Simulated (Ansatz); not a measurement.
System: AlN.

```xyz
8
Lattice="5.9287 0.0000 0.0000 0.0000 9.3294 0.0000 0.0000 0.0000 2.9503" Properties=species:S:1:pos:R:3 pbc="T T T"
Al    0.0000    0.0000    0.0000
Al    2.9644    4.6647    0.0000
Al    0.0000    4.6647    1.4752
Al    2.9644    0.0000    1.4752
N     1.2360    4.6647    0.0000
N     4.2003    0.0000    0.0000
N     1.7284    0.0000    0.0000
N     4.6928    4.6647    0.0000
```

Space group Cmmm; a structure generated by program, which may or may not match a known phase.

Computed with DFT PBE, scalar-relativistic, plane waves, PAW (Ansatz).

**What can the converged valence pseudo-density and electron localisation function tell about the bonding?**

Al–N (1.73 Å): ρ is about 0.87 e/Å³ halfway; the ELF peaks at about 0.85 in the valence shell of N, 0.7 Å from its nucleus, and is about 0.80 at the midpoint.

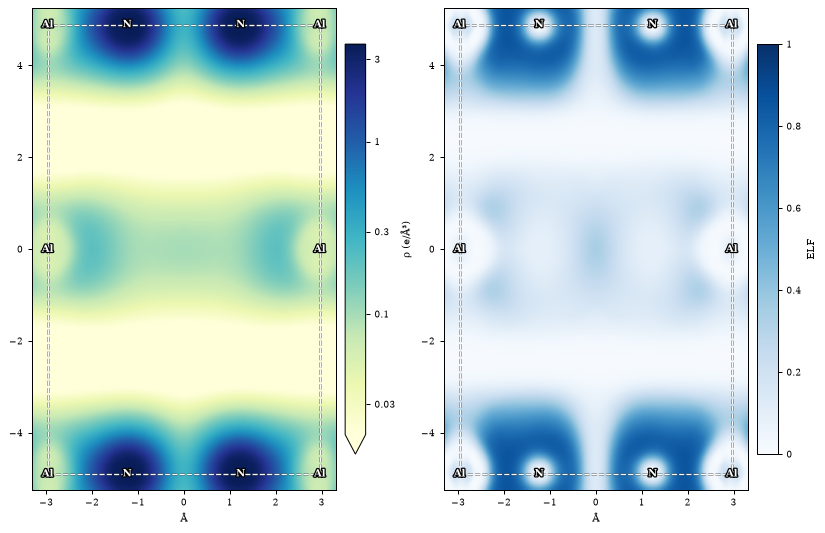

Computed valence pseudo-density and electron localisation function on the (011) plane of the conventional cell, in this order. 
